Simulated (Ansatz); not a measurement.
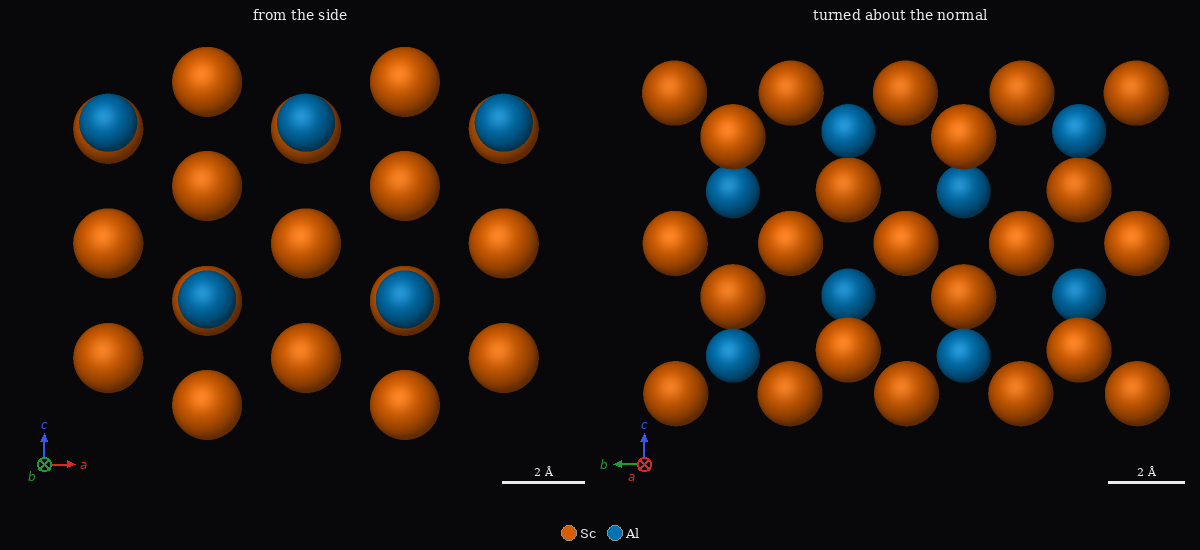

A spheres-only picture of a periodic slab, seen from the side and turned about the normal. The surface normal points up in side views; the vacuum is left out. 2×2 cells are drawn in the plane, with atoms at the edges repeated.

The cell holds 10 Sc, 4 Al. The slab was cut from bulk Sc2Al (P6_3/mmc).

Which species face the vacuum on either side?

Answer. The top face ends in Sc, the bottom face in Sc. The two faces are alike.

Estimate the thickness.

Answer. About 8 Å from the lowest to the highest atom.

Name the atomic layers in order from the top face down.

Answer. Seven planes: Sc / ScAl / ScAl / Sc / ScAl / ScAl / Sc.

Name the surface by its Miller indices.

Answer. (1 0 0).

Starting structure: a structure listed in the Materials Project, from which a slab was cut. The atoms were relaxed in a fixed cell with DFT PBEsol, scalar-relativistic, plane waves, PAW (Ansatz 0.2.0).
